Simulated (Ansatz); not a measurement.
**Geometry relaxation of Al15As16 (charge +1) (part 2 of 3)**

Continued. System: Al15As16 (defect cell, 31 atoms in the cell, total charge +1). Method: DFT PBE, scalar-relativistic, plane waves, PAW, spin-polarised (Ansatz 0.2.0); cutoff 420 eV, 2×2×2 k-mesh, Gaussian smearing of 0.01 eV, collinear spins. The structure derives from a Materials Project entry. It belongs to a series of runs on one base structure; here: Al vacancy (site a), charge +1, atoms relaxed at the host's cell, started again with a moment of 2 μB.

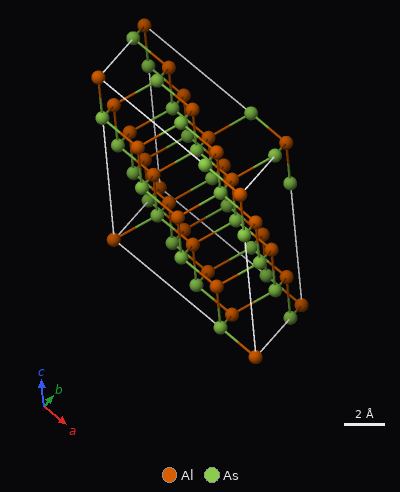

*The geometry at step 2 of the log (ball-and-stick view of the cell of the calculation, seen slightly off an axis).*

Output, continued
```
  k-point 0 ↑: bands = ["-29.0746", "-29.0743", "-29.0743", "-29.0743", "-29.0449", "-29.0449", "-29.0448", "-29.0448", "-29.0448", "-29.0444", "-29.0444", "-29.0444", "-28.9546", "-28.9546", "-28.9546", "-28.9546", "-28.9546", "-28.9545", "-28.9545", "-28.9545", "-28.7669", "-28.7669", "-28.7669", "-28.7667", "-28.7665", "-28.7665", "-28.7663", "-28.7663", "-28.7663", "-28.7662", "-28.7662", "-28.7662", "-28.7589", "-28.7589", "-28.7589", "-28.7586", "-28.7583", "-28.7583", "-28.7583", "-28.7583",
      "-28.7583", "-28.7582", "-28.7582", "-28.7582", "-28.7526", "-28.7526", "-28.7526", "-28.7526", "-28.7526", "-28.7526", "-28.7525", "-28.7525", "-28.7524", "-28.7524", "-28.7524", "-28.7524", "-28.7377", "-28.7377", "-28.7377", "-28.7375", "-28.7375", "-28.7375", "-28.7372", "-28.7372", "-28.7369", "-28.7369", "-28.7369", "-28.7365", "-28.7321", "-28.7321", "-28.7321", "-28.7320", "-28.7317", "-28.7317", "-28.7317", "-28.7317", "-28.7317", "-28.7317", "-28.7317", "-28.7317",
      "-5.4277", "-5.4277", "-5.4277", "-5.2607", "-4.4472", "-4.4472", "-4.4472", "-4.4464", "-4.4464", "-4.4452", "-4.4452", "-4.4452", "-4.3246", "-4.3246", "-4.3246", "-4.1992", "0.7849", "0.7849", "0.7849", "0.7868", "0.7868", "0.7868", "0.7990", "0.7990", "0.8739", "0.8739", "0.8739", "1.9319", "2.4475", "2.4475", "2.4475", "2.7810", "3.0901", "3.0901", "3.0901", "3.0959", "3.0959", "3.0959", "3.1352", "3.1352",
      "3.3560", "3.3560", "3.3560", "4.1405", "4.1405", "4.1405", "4.1473", "4.1576", "4.1576", "4.1576", "4.1689", "4.1689", "4.2428", "4.6145", "4.6145", "4.6145", "5.2262", "5.2262", "5.2295", "5.2295", "5.2295", "5.7534", "5.7534", "5.7534", "8.2275", "8.2275", "8.2275", "8.2625", "8.3090", "8.3090", "8.3090", "8.3238", "8.3238", "8.3238", "8.4276", "8.4276", "8.6982", "8.6982", "8.6982", "9.2663",
      "10.5835", "10.5835", "10.5835", "10.6340", "10.6340", "10.7539", "10.7539", "10.7539", "10.8252", "10.8252", "10.8252", "10.8790", "10.8790", "10.8790"]
  k-point 1 ↑: bands = ["-29.0746", "-29.0743", "-29.0743", "-29.0743", "-29.0449", "-29.0449", "-29.0448", "-29.0448", "-29.0448", "-29.0444", "-29.0444", "-29.0444", "-28.9546", "-28.9546", "-28.9546", "-28.9546", "-28.9546", "-28.9545", "-28.9545", "-28.9545", "-28.7671", "-28.7667", "-28.7666", "-28.7666", "-28.7666", "-28.7665", "-28.7664", "-28.7664", "-28.7663", "-28.7662", "-28.7661", "-28.7661", "-28.7590", "-28.7588", "-28.7588", "-28.7585", "-28.7585", "-28.7584", "-28.7583", "-28.7583",
      "-28.7583", "-28.7582", "-28.7581", "-28.7581", "-28.7527", "-28.7527", "-28.7527", "-28.7526", "-28.7526", "-28.7526", "-28.7526", "-28.7525", "-28.7525", "-28.7525", "-28.7525", "-28.7524", "-28.7378", "-28.7377", "-28.7375", "-28.7375", "-28.7375", "-28.7375", "-28.7373", "-28.7373", "-28.7369", "-28.7368", "-28.7367", "-28.7367", "-28.7321", "-28.7320", "-28.7320", "-28.7320", "-28.7318", "-28.7318", "-28.7317", "-28.7317", "-28.7317", "-28.7317", "-28.7317", "-28.7317",
      "-5.7386", "-5.0995", "-5.0904", "-5.0904", "-4.9693", "-4.6826", "-4.6675", "-4.6675", "-4.5910", "-4.4331", "-4.3116", "-4.2855", "-4.2855", "-4.1726", "-4.0903", "-4.0903", "0.5582", "0.5935", "0.7236", "0.7236", "0.7320", "0.7611", "0.8364", "0.8610", "0.8610", "1.0484", "1.6486", "1.9955", "2.0636", "2.0636", "2.5329", "2.5511", "2.6153", "2.6153", "3.0935", "3.1510", "3.3605", "3.3605", "3.4202", "3.8301",
      "3.8301", "3.8469", "3.8730", "3.8730", "3.8767", "3.9063", "3.9254", "3.9296", "3.9296", "4.0874", "4.2284", "4.2284", "4.4549", "4.7649", "4.7969", "4.7969", "4.7985", "4.8513", "4.8896", "5.1013", "5.1013", "5.2971", "5.6709", "5.6709", "7.7002", "8.3779", "8.3779", "8.4851", "8.6534", "8.6534", "8.7600", "8.8535", "9.0413", "9.1577", "9.1918", "9.3148", "9.3545", "9.3809", "9.3809", "9.4509",
      "9.5306", "9.5621", "9.5621", "9.6774", "9.8449", "9.9383", "9.9383", "10.4051", "10.4177", "10.4177", "10.4942", "10.7937", "10.7937", "10.8342"]
  k-point 0 ↓: bands = ["-29.0587", "-29.0583", "-29.0583", "-29.0583", "-29.0322", "-29.0322", "-29.0321", "-29.0321", "-29.0321", "-29.0317", "-29.0317", "-29.0317", "-28.9519", "-28.9519", "-28.9519", "-28.9518", "-28.9518", "-28.9517", "-28.9517", "-28.9517", "-28.7653", "-28.7653", "-28.7653", "-28.7652", "-28.7649", "-28.7649", "-28.7647", "-28.7647", "-28.7647", "-28.7647", "-28.7647", "-28.7647", "-28.7576", "-28.7576", "-28.7576", "-28.7573", "-28.7571", "-28.7571", "-28.7570", "-28.7570",
      "-28.7570", "-28.7569", "-28.7569", "-28.7569", "-28.7515", "-28.7515", "-28.7515", "-28.7514", "-28.7514", "-28.7514", "-28.7514", "-28.7514", "-28.7513", "-28.7513", "-28.7513", "-28.7513", "-28.7376", "-28.7376", "-28.7376", "-28.7374", "-28.7374", "-28.7374", "-28.7370", "-28.7370", "-28.7368", "-28.7368", "-28.7368", "-28.7363", "-28.7319", "-28.7319", "-28.7319", "-28.7318", "-28.7316", "-28.7316", "-28.7316", "-28.7316", "-28.7316", "-28.7316", "-28.7316", "-28.7316",
      "-5.4167", "-5.4167", "-5.4167", "-5.2339", "-4.4411", "-4.4411", "-4.4411", "-4.4399", "-4.4399", "-4.4391", "-4.4391", "-4.4391", "-4.2661", "-4.2661", "-4.2661", "-4.1543", "0.7902", "0.7902", "0.7902", "0.7930", "0.7930", "0.7930", "0.8072", "0.8072", "0.8864", "0.8864", "0.8864", "1.9565", "2.4582", "2.4582", "2.4582", "2.7970", "3.0974", "3.0974", "3.0974", "3.1032", "3.1032", "3.1032", "3.1484", "3.1484",
      "3.3766", "3.3766", "3.3766", "4.1462", "4.1462", "4.1462", "4.1491", "4.1718", "4.1718", "4.1718", "4.1818", "4.1818", "4.3365", "4.6532", "4.6532", "4.6532", "5.2351", "5.2351", "5.2381", "5.2381", "5.2381", "5.8424", "5.8424", "5.8424", "8.2347", "8.2347", "8.2347", "8.2709", "8.3155", "8.3155", "8.3155", "8.3280", "8.3280", "8.3280", "8.4363", "8.4363", "8.7096", "8.7096", "8.7096", "9.2846",
      "10.5874", "10.5874", "10.5874", "10.6401", "10.6401", "10.7619", "10.7619", "10.7619", "10.8357", "10.8357", "10.8357", "10.8911", "10.8911", "10.8911"]
  k-point 1 ↓: bands = ["-29.0587", "-29.0583", "-29.0583", "-29.0583", "-29.0322", "-29.0322", "-29.0321", "-29.0321", "-29.0321", "-29.0317", "-29.0317", "-29.0317", "-28.9519", "-28.9519", "-28.9519", "-28.9518", "-28.9518", "-28.9517", "-28.9517", "-28.9517", "-28.7655", "-28.7652", "-28.7651", "-28.7651", "-28.7651", "-28.7649", "-28.7649", "-28.7649", "-28.7648", "-28.7646", "-28.7646", "-28.7646", "-28.7578", "-28.7575", "-28.7575", "-28.7572", "-28.7572", "-28.7571", "-28.7570", "-28.7570",
      "-28.7570", "-28.7569", "-28.7568", "-28.7568", "-28.7515", "-28.7515", "-28.7515", "-28.7514", "-28.7514", "-28.7514", "-28.7514", "-28.7513", "-28.7513", "-28.7513", "-28.7513", "-28.7512", "-28.7376", "-28.7376", "-28.7374", "-28.7374", "-28.7374", "-28.7374", "-28.7372", "-28.7372", "-28.7368", "-28.7366", "-28.7365", "-28.7365", "-28.7320", "-28.7318", "-28.7318", "-28.7318", "-28.7317", "-28.7316", "-28.7316", "-28.7316", "-28.7316", "-28.7315", "-28.7315", "-28.7315",
      "-5.7252", "-5.0932", "-5.0754", "-5.0754", "-4.9520", "-4.6695", "-4.6509", "-4.6509", "-4.5759", "-4.3859", "-4.3053", "-4.2694", "-4.2694", "-4.1250", "-4.0562", "-4.0562", "0.5650", "0.5993", "0.7318", "0.7318", "0.7402", "0.7692", "0.8436", "0.8693", "0.8693", "1.0579", "1.6662", "2.0026", "2.0748", "2.0748", "2.5399", "2.5645", "2.6285", "2.6285", "3.1236", "3.1606", "3.3712", "3.3712", "3.4599", "3.8374",
      "3.8374", "3.8549", "3.8824", "3.8824", "3.8866", "3.9142", "3.9357", "3.9429", "3.9429", "4.1047", "4.2544", "4.2544", "4.4755", "4.7703", "4.8088", "4.8088", "4.8640", "4.8663", "4.9040", "5.1154", "5.1154", "5.3936", "5.7626", "5.7626", "7.7067", "8.3863", "8.3863", "8.4918", "8.6614", "8.6614", "8.7689", "8.8679", "9.0526", "9.1635", "9.1971", "9.3197", "9.3625", "9.3895", "9.3895", "9.4594",
      "9.5430", "9.5725", "9.5725", "9.6879", "9.8510", "9.9486", "9.9486", "10.4148", "10.4243", "10.4243", "10.5042", "10.8001", "10.8001", "10.8385"]
--- Relaxed structure (2 steps of the walk, 2 accepted, 0 SCFs on fresh bases) ---
  F+E_penalty+E_count = -85777.82016845 eV   max|allowed force component| = 2.220e-2 eV/Å
  atoms:
    - { symbol: Al, position: [0.502529825425, 0.0005577404750000212, 0.5] }
    - { symbol: Al, position: [0.5025298254250001, 0.75, 0.7505577404749999] }
    - { symbol: Al, position: [0.25, 0.25, 0.5] }
    - { symbol: Al, position: [0.24802791505000005, -0.0025298254250000485, 0.747470174575] }
    - { symbol: Al, position: [0.25, 0.75, 0.0] }
    - { symbol: Al, position: [0.0005577404750000212, 0.502529825425, 0.5] }
    - { symbol: Al, position: [-0.0025298254250000485, 0.24802791505000005, 0.747470174575] }
    - { symbol: Al, position: [-0.0025298254250000008, -0.0025298254250000008, -0.0019720849499999878] }
    - { symbol: Al, position: [0.0005577404750000126, 0.75, 0.2525298254250001] }
    - { symbol: Al, position: [0.75, 0.5025298254250001, 0.7505577404749999] }
    - { symbol: Al, position: [0.75, 0.25, 0.0] }
    - { symbol: Al, position: [0.75, 0.0005577404750000126, 0.2525298254250001] }
    - { symbol: Al, position: [0.499442259525, 0.499442259525, 0.0019720849500000155] }
    - { symbol: Al, position: [0.499442259525, 0.25197208495, 0.24944225952500002] }
    - { symbol: Al, position: [0.25197208495, 0.499442259525, 0.24944225952500002] }
    - { symbol: As, position: [-0.001586169900000045, -0.001586169900000045, 0.7484138301] }
    - { symbol: As, position: [0.75, 0.2502509905, 0.7493166127] }
    - { symbol: As, position: [0.75, -0.0006833873000000046, 0.00025099050000010337] }
    - { symbol: As, position: [0.5006833873, 0.5006833873, 0.7509343778] }
    - { symbol: As, position: [0.4990656222, 0.24974900950000004, -0.0002509905000000201] }
    - { symbol: As, position: [0.5006833873000001, 0.0009343778000000108, 0.25068338730000006] }
    - { symbol: As, position: [0.2502509905, 0.75, 0.7493166127] }
    - { symbol: As, position: [0.24974900950000004, 0.4990656222, -0.0002509905000000201] }
    - { symbol: As, position: [0.24974900950000004, 0.24974900950000004, 0.2490656222] }
    - { symbol: As, position: [0.2502509905, -0.0006833872999999907, 0.5] }
    - { symbol: As, position: [-0.0006833873000000046, 0.75, 0.00025099050000010337] }
    - { symbol: As, position: [0.0009343778000000108, 0.5006833873000001, 0.25068338730000006] }
    - { symbol: As, position: [-0.0006833872999999907, 0.2502509905, 0.5] }
    - { symbol: As, position: [0.7499999999999999, 0.7499999999999999, 0.2515861699] }
    - { symbol: As, position: [0.7499999999999998, 0.5015861698999999, 0.5] }
    - { symbol: As, position: [0.5015861698999999, 0.7499999999999998, 0.5] }
--- Löwdin populations: 31 sites ---
  site symbol       q [e]    m [muB]
     0     Al      2.6031    -0.0003
     1     Al      2.6031    -0.0003
     2     Al      2.5919     0.0045
     3     Al      2.6031    -0.0003
     4     Al      2.5919     0.0045
     5     Al      2.6031    -0.0003
     6     Al      2.6031    -0.0003
     7     Al      2.6031    -0.0003
     8     Al      2.6031    -0.0003
     9     Al      2.6031    -0.0003
    10     Al      2.5919     0.0045
    11     Al      2.6031    -0.0003
    12     Al      2.6031    -0.0003
    13     Al      2.6031    -0.0003
    14     Al      2.6031    -0.0003
    15     As     15.1690     0.0967
    16     As     15.2908     0.0081
    17     As     15.2908     0.0081
    18     As     15.2908     0.0081
    19     As     15.2908     0.0081
    20     As     15.2908     0.0081
    21     As     15.2908     0.0081
    22     As     15.2908     0.0081
    23     As     15.2908     0.0081
    24     As     15.2908     0.0081
    25     As     15.2908     0.0081
    26     As     15.2908     0.0081
    27     As     15.2908     0.0081
    28     As     15.1690     0.0967
    29     As     15.1690     0.0967
    30     As     15.1690     0.0967
  spilling = 0.002893 (of n_electrons = 284.000000)
```

File populations.tsv
```
# site	symbol	l	j	q_up	q_dn
# orbitals = lowdin
# n_electrons = 284.000000
# spilling = 0.002893
0	Al	0_3S	-	0.449572	0.449995
0	Al	1_3P	-	0.851812	0.851707
1	Al	0_3S	-	0.449572	0.449995
1	Al	1_3P	-	0.851812	0.851707
2	Al	0_3S	-	0.454432	0.454714
2	Al	1_3P	-	0.843778	0.839024
3	Al	0_3S	-	0.449572	0.449995
3	Al	1_3P	-	0.851812	0.851707
4	Al	0_3S	-	0.454432	0.454714
4	Al	1_3P	-	0.843778	0.839024
5	Al	0_3S	-	0.449572	0.449995
5	Al	1_3P	-	0.851812	0.851707
6	Al	0_3S	-	0.449572	0.449995
6	Al	1_3P	-	0.851812	0.851707
7	Al	0_3S	-	0.449572	0.449995
7	Al	1_3P	-	0.851812	0.851707
8	Al	0_3S	-	0.449572	0.449995
8	Al	1_3P	-	0.851812	0.851707
9	Al	0_3S	-	0.449572	0.449995
9	Al	1_3P	-	0.851812	0.851707
10	Al	0_3S	-	0.454432	0.454714
10	Al	1_3P	-	0.843778	0.839024
11	Al	0_3S	-	0.449572	0.449995
11	Al	1_3P	-	0.851812	0.851707
12	Al	0_3S	-	0.449572	0.449995
12	Al	1_3P	-	0.851812	0.851707
13	Al	0_3S	-	0.449572	0.449995
13	Al	1_3P	-	0.851812	0.851707
14	Al	0_3S	-	0.449572	0.449995
14	Al	1_3P	-	0.851812	0.851707
15	As	0_4S	-	0.794265	0.790220
15	As	1_4P	-	1.839755	1.747108
```
